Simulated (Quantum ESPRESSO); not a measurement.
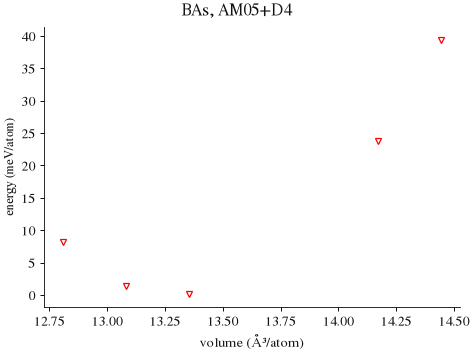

The picture above shows the energy against volume for BAs, space group F-43m (No. 216).

Cell as given: a = 3.378 Å, b = 3.378 Å, c = 3.378 Å, α = 60.00°, β = 60.00°, γ = 60.00°; 2 atoms.

How it was computed, with Quantum ESPRESSO 7.5: plane-wave DFT, no spin polarisation; energies at scaled volumes of the given cell, shape and fractions fixed, counted from the fit's minimum, third-order Birch-Murnaghan fit. Level: AM05 with D4.

k mesh 10×10×10; occupations Fermi–Dirac; smearing width 0.05 eV; potentials PseudoDojo 0.4.1 SR PBE standard; wave cutoff 1143 eV; density cutoff 4572 eV.

The points at volume 13.63 Å³/atom and 13.90 Å³/atom are left out of the plot. What values does the calculation give there?

```json
{"volume (Å³/atom)": "13.63", "energy (meV/atom)": "3.79"}
{"volume (Å³/atom)": "13.90", "energy (meV/atom)": "11.84"}
```

Limits of the calculation: potentials made for another functional.
